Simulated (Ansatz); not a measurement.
Geometry relaxation, with input and output: C (part 2 of 2)

The same run, continued: C (P6₃/mmc, 4 atoms in the cell); DFT PBE+D3(BJ), scalar-relativistic, plane waves, PAW, no spin polarisation (Ansatz 0.2.0); cutoff 420 eV, 21×21×6 k-mesh, Gaussian smearing of 0.1 eV. The structure derives from a Materials Project entry.

Geometry of the input (Å; fractional positions):
```
2.4372  0.0000  0.0000
-1.2186  2.1106  0.0000
0.0000  0.0000  6.4851
C  0.0000  0.0000  0.2500
C  0.0000  0.0000  0.7500
C  0.3333  0.6667  0.2500
C  0.6667  0.3333  0.7500
```

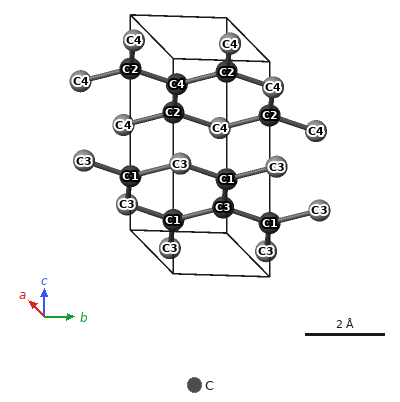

The geometry at step 3 of the log (ball-and-stick view of the cell of the calculation, seen at an oblique angle; neighbours outside the cell are drawn fainter; atoms are numbered from 1 in the order of the input).

Output, continued:
```
SCF iter   1: F=—  HF=-1004.324462 eV  |F-HF|=—  |Δ(HF+E_count)|=         —  Δρ=1.74e-6  dr2=1.49e-10  ethr=1.33e-7  ⟨swp⟩=3.6  Hψ=19214  notcnv=0
eigensolver tolerance schedule: the retry pair's looser diagonalisation over-reported the residual by 142575.84 of it (diagonalisation noise at an unbounded share of the residual, at the tolerance the schedule requests for it); recorded, not acted on — ethr = c·dr2/N_el stays at c = 1.0e-1
SCF iter   2: F=—  HF=-1004.324466 eV  |F-HF|=—  |Δ(HF+E_count)|=   4.33e-6  Δρ=9.80e-7  dr2=4.17e-11  ethr=1.00e-12  ⟨swp⟩=3.8  Hψ=5901  notcnv=0
iter 3 did not close the SCF: its close was put off for the readings that it lacked (scf_convergence_deferred on its scf_iter line)
SCF iter   3: F=-1004.324466 eV  HF=-1004.324466 eV  |F-HF|=4.87e-11  |Δ(HF+E_count)|=  2.74e-10  Δρ=3.73e-7  dr2=5.34e-12  ethr=1.00e-12  ⟨swp⟩=2.0  Hψ=2608  notcnv=0
iter 4 did not close the SCF: its close was put off for the readings that it lacked (scf_convergence_deferred on its scf_iter line)
SCF iter   4: F=-1004.324466 eV  HF=-1004.324466 eV  |F-HF|=5.68e-13  |Δ(HF+E_count)|=  5.13e-11  Δρ=2.00e-8  dr2=1.30e-13  ethr=1.00e-12  ⟨swp⟩=1.0  Hψ=2304  notcnv=0
iter 5 did not close the SCF: its close was put off for the readings that it lacked (scf_convergence_deferred on its scf_iter line)
SCF iter   5: F=-1004.324466 eV  HF=-1004.324466 eV  |F-HF|=0.00e0  |Δ(HF+E_count)|=  3.41e-13  Δρ=1.20e-8  dr2=4.18e-14  ethr=1.00e-12  ⟨swp⟩=1.0  Hψ=2304  notcnv=0
iter 6 did not close the SCF: its close was put off for the readings that it lacked (scf_convergence_deferred on its scf_iter line)
SCF iter   6: F=-1004.324466 eV  HF=-1004.324466 eV  |F-HF|=6.82e-13  |Δ(HF+E_count)|=  4.55e-13  Δρ=3.40e-9  dr2=2.50e-15  ethr=1.00e-12  ⟨swp⟩=1.0  Hψ=2304  notcnv=0
SCF iter   7: F=-1004.324466 eV  HF=-1004.324466 eV  |F-HF|=1.14e-13  |Δ(HF+E_count)|=  2.27e-13  Δρ=7.23e-10  dr2=1.04e-16  ethr=1.00e-12  ⟨swp⟩=2.8  Hψ=7648  notcnv=0
SCF 6 converged in 7 iterations: F = -1004.324466 eV  dr2 = 1.04e-16
relax step   6: F+E_penalty+E_count = -1004.32446611 eV  Δ(F+E_penalty+E_count) = +9.154e-6 eV  max|allowed force component| = 1.536e-15 eV/Å  Δτ_max = 0.0000 Å  P = +2.674 GPa  Ω = 33.359 Å³  fix = [volume]  reactions: volume +2.674 GPa  stress off target by 2.12e-3 GPa on what of the cell is left free  SCF on the basis re-selected at this cell (its energy is not comparable with the rows above)  (7 SCF iters)
```

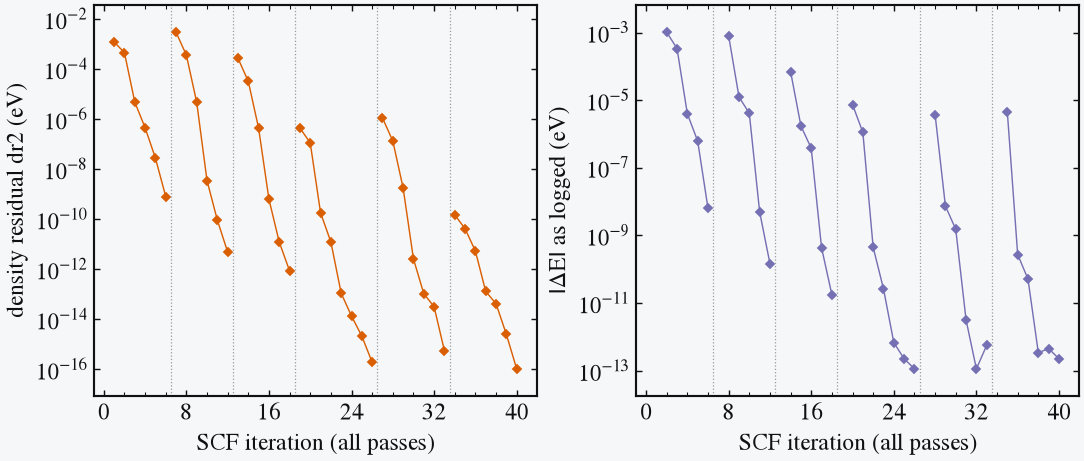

Convergence of the self-consistent field: density residual dr2 and size of the energy change against the SCF iteration. The dotted lines part the SCF passes of the relaxation: geometry steps, rejected trials and re-solves on a re-selected basis. The 6 passes take 6 to 8 iterations each, 40 in all.

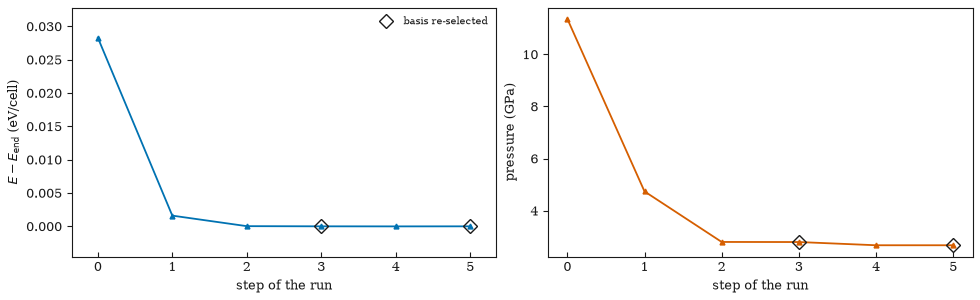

Progress of the relaxation, step by step (the first geometry is step 0 here and step 1 in the log).

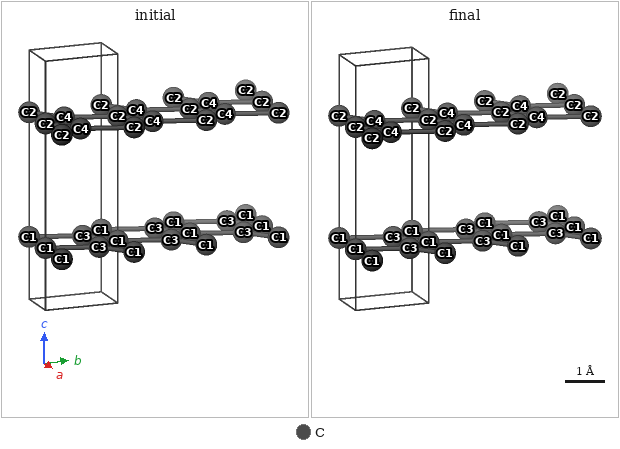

Before (left) and after (right) the relaxation, at one scale (ball-and-stick view of the cell of the calculation, repeated 2 × 3 × 1, seen slightly off an axis). Over 3 geometry steps the energy falls by 28.3 meV per cell of the calculation. All forces vanish by symmetry, so only the cell relaxes. The pressure goes from 11.36 to 2.67 GPa. 1 further SCF at an unchanged geometry re-selected the plane-wave basis for the new cell. No atom moves by more than 0.005 Å relative to the cell. The drawn cell changes at constant volume: a = b 2.437 → 2.460 Å (+0.9 %), c 6.485 → 6.366 Å (−1.8 %). Among the contacts that change: C1–C3 1.407 → 1.420 Å. The space group stays P6_3/mmc (No. 194). The energy change given includes the shifts at the re-selections in mid-walk, which come without any move. A last SCF at the same geometry on a re-selected plane-wave basis shifts the energy by +0.0 meV per cell of the calculation. (Atoms are counted from 1 in the order of the input.)

```
basis re-selected at this cell: Δ(F+E_penalty+E_count) = +9.154e-6 eV, ΔP = -0.000 GPa vs the last step (what re-selecting the basis moved, of the pressure what is left beyond the Pulay correction that the steps carried, after the strain that the cell walked since its last selection, with what the two solves' SCF thresholds leave and, on support functions, any second-order correction that the steps lacked; it is no measure of the basis error at this ecutwfc). This SCF's stress stands 2.12e-3 GPa from its target on what of the cell is left free (relax.cell.stress_tol is 1.00e-1 GPa) and its largest allowed force component is 1.54e-15 eV/Å (relax.f_tol is 1.00e-2 eV/Å): within both
SCF converged after 7 iterations
Free energy (F): -1004.324466 eV
Harris-Foulkes:  -1004.324466 eV  (|F-HF|=1.14e-13)
Internal energy: -1004.323892 eV  (E = F + TS)
E sigma→0 (E₀):  -1004.324179 eV
Entropy (-TS):   -0.000575 eV (-0.144 meV/atom)
Fermi energy:    7.612721 eV
--- Per-component energies (eV) ---
  E_band       = -24.187230
  E_kinetic    = 364.814482
  E_local      = -559.139691  (includes V_loc(G=0)·N_el)
  E_nonlocal   = 109.436389
  E_hartree    = 163.147840
  E_xc         = -192.400618
  E_vxc        = -238.277571  (∫ρ·V_xc dr)
  E_paw        = -397.460372  (= ΣΔE_a)
  E_vpaw       = -27.316545  (= ΣTr[D̂ρ^β])
  E_aug_tail   = 0.000027  (compensation charges beyond the density's cutoff)
  E_ewald      = -492.056296
  E_disp       = -0.665652  (pairwise vdW)
  E_smearing   = -0.000575  (= −TS)
  E_closure    = 0.000000  (closes the sum)
  Σ components = -1004.324466   (vs F -1004.324466, Δ=0.00e0)
--- Forces (eV/Å), atoms counted from 1 ---
  atom   1  C      0.00000000     0.00000000     0.00000000
  atom   2  C      0.00000000    -0.00000000    -0.00000000
  atom   3  C      0.00000000    -0.00000000    -0.00000000
  atom   4  C      0.00000000     0.00000000     0.00000000
  max |Σ_I F_I| component: 2.22e-16 eV/Å
--- Stress (GPa, compression-positive) ---
        2.675506       0.000000       0.000000
        0.000000       2.675506       0.000000
        0.000000       0.000000       2.672329
  P = ⅓ Tr σ = 2.6744 GPa (26.744 kbar)
--- Band table (eV; the first three rows and the last of 192) ---
  k-point 0: bands = ["-12.1382", "-11.6934", "-1.1711", "1.3711", "4.6168", "4.6168", "4.6478", "4.6478", "12.3915", "16.0061", "16.0061", "16.0863"]
  k-point 1: bands = ["-12.1109", "-11.7260", "-1.0289", "1.1570", "4.6192", "4.6192", "4.6466", "4.6466", "12.7965", "16.0114", "16.0114", "16.0813"]
  k-point 2: bands = ["-12.0346", "-11.8128", "-0.6261", "0.6181", "4.6249", "4.6249", "4.6405", "4.6405", "13.9010", "16.0260", "16.0260", "16.0651"]
  k-point 191: bands = ["-4.9663", "-4.9663", "-4.9543", "-4.9543", "-2.9562", "-2.9562", "7.6114", "7.6114", "7.6430", "7.6430", "17.7759", "17.7759"]
--- Relaxed structure (4 steps of the walk, 4 accepted, 2 SCFs on fresh bases) ---
  F+E_penalty+E_count = -1004.32446611 eV   max|allowed force component| = 1.536e-15 eV/Å   (the final SCF, on the basis selected at the relaxed cell)
  cell:  # Å, volume = 33.3589 Å³
    - [2.4599298445616373, -5.346352727605269e-34, 3.35817780702706e-33]
    - [-1.2299649222808187, 2.1303617369178833, -1.7843179325975842e-33]
    - [8.935852251945389e-33, -3.2332346456609272e-34, 6.365548197673599]
  atoms:
    - { symbol: C, position: [-3.132111907131179e-34, -1.411313814376841e-32, 0.25] }
    - { symbol: C, position: [-1.8592882155716714e-33, 1.3139818271784384e-32, 0.7500000000000001] }
    - { symbol: C, position: [0.33333333333333326, 0.6666666666666666, 0.25] }
    - { symbol: C, position: [0.6666666666666666, 0.3333333333333333, 0.7500000000000001] }
```

Trajectory as extended XYZ (Å, eV, eV/Å), 6 frames, from step=1 to step=6:
```
4
Lattice="2.4372 0.0000 0.0000 -1.2186 2.1106 0.0000 0.0000 0.0000 6.4851" Properties=species:S:1:pos:R:3:forces:R:3 step=1 energy=-1004.29616 pressure_GPa=11.36
C     0.0000    0.0000    1.6213    0.0000   0.0000   0.0000
C     0.0000    0.0000    4.8638    0.0000   0.0000   0.0000
C     0.0000    1.4071    1.6213    0.0000   0.0000   0.0000
C     1.2186    0.7035    4.8638    0.0000   0.0000   0.0000
4
Lattice="2.4544 0.0000 0.0000 -1.2272 2.1256 0.0000 0.0000 0.0000 6.3944" Properties=species:S:1:pos:R:3:forces:R:3 step=2 energy=-1004.32286 pressure_GPa=4.74
C     0.0000    0.0000    1.5986    0.0000   0.0000   0.0000
C     0.0000    0.0000    4.7958    0.0000   0.0000   0.0000
C     0.0000    1.4170    1.5986    0.0000   0.0000   0.0000
C     1.2272    0.7085    4.7958    0.0000   0.0000   0.0000
4
Lattice="2.4596 0.0000 0.0000 -1.2298 2.1301 0.0000 0.0000 0.0000 6.3673" Properties=species:S:1:pos:R:3:forces:R:3 step=3 energy=-1004.32444 pressure_GPa=2.80
C     0.0000    0.0000    1.5918    0.0000   0.0000   0.0000
C     0.0000    0.0000    4.7755    0.0000   0.0000   0.0000
C     0.0000    1.4200    1.5918    0.0000   0.0000   0.0000
C     1.2298    0.7100    4.7755    0.0000   0.0000   0.0000
4
Lattice="2.4596 0.0000 0.0000 -1.2298 2.1301 0.0000 0.0000 0.0000 6.3673" Properties=species:S:1:pos:R:3:forces:R:3 step=4 energy=-1004.32447 pressure_GPa=2.80
C     0.0000    0.0000    1.5918    0.0000   0.0000   0.0000
C     0.0000    0.0000    4.7755    0.0000   0.0000   0.0000
C     0.0000    1.4200    1.5918    0.0000   0.0000   0.0000
C     1.2298    0.7100    4.7755    0.0000   0.0000   0.0000
4
Lattice="2.4599 0.0000 0.0000 -1.2300 2.1304 0.0000 0.0000 0.0000 6.3655" Properties=species:S:1:pos:R:3:forces:R:3 step=5 energy=-1004.32448 pressure_GPa=2.67
C     0.0000    0.0000    1.5914    0.0000   0.0000   0.0000
C     0.0000    0.0000    4.7742    0.0000   0.0000   0.0000
C     0.0000    1.4202    1.5914    0.0000   0.0000   0.0000
C     1.2300    0.7101    4.7742    0.0000   0.0000   0.0000
4
Lattice="2.4599 0.0000 0.0000 -1.2300 2.1304 0.0000 0.0000 0.0000 6.3655" Properties=species:S:1:pos:R:3:forces:R:3 step=6 energy=-1004.32447 pressure_GPa=2.67
C     0.0000    0.0000    1.5914    0.0000   0.0000   0.0000
C     0.0000    0.0000    4.7742    0.0000   0.0000   0.0000
C     0.0000    1.4202    1.5914    0.0000   0.0000   0.0000
C     1.2300    0.7101    4.7742    0.0000   0.0000   0.0000
```

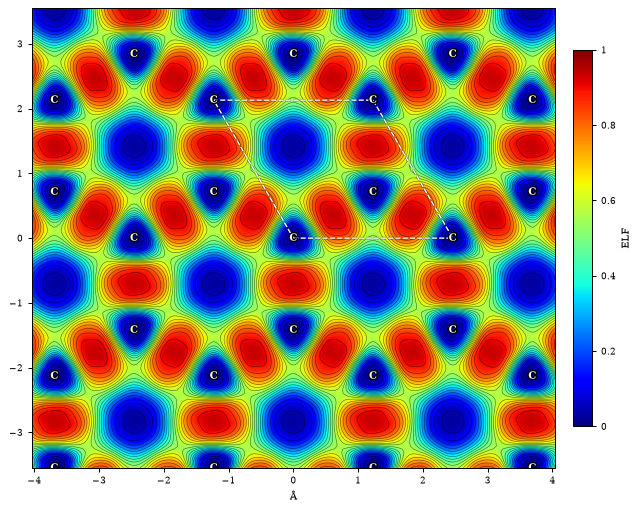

Electron localisation function on the (001) plane of the conventional cell. Core electrons are frozen (PAW), so the fields are smoothed inside the atomic spheres.

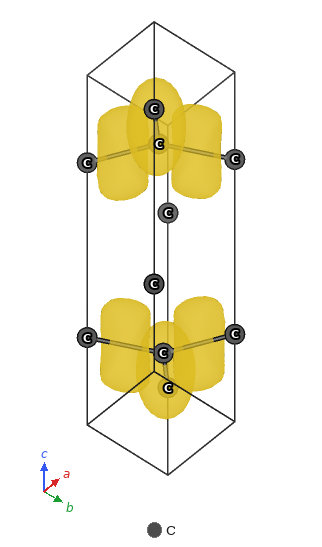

Isosurface of the ELF at 0.7 (yellow), seen at an oblique angle. Only the valence region is drawn (cores and ρ < 0.01 e/Å³ removed). Sticks mark near contacts. The outline is the cell set on symmetry axes. Along the contacts the grid gives the following. C–C (1.42 Å): the ELF peaks at about 0.95 between the atoms (localised, shared-pair bonding).

Summary:

```json
{"quantity": "outcome", "value": "converged"}
{"quantity": "space group (tolerance 0.01 Å)", "value": "P6₃/mmc (194)"}
{"quantity": "electrons treated", "value": "16"}
{"quantity": "free energy", "value": "−1004.3245 eV"}
{"quantity": "Fermi energy", "value": "7.613 eV"}
{"quantity": "gap on the k-point mesh", "value": "none (metallic)"}
{"quantity": "pressure", "value": "2.67 GPa"}
{"quantity": "final volume", "value": "33.36 Å³"}
{"quantity": "largest force (length of the vector) at the end", "value": "under 0.001 eV/Å"}
{"quantity": "final cell", "value": "a = 2.460 Å, b = 2.460 Å, c = 6.366 Å, α = 90.00°, β = 90.00°, γ = 120.00°"}
{"quantity": "wall time", "value": "21 s"}
{"quantity": "peak memory", "value": "0.38 GiB"}
```
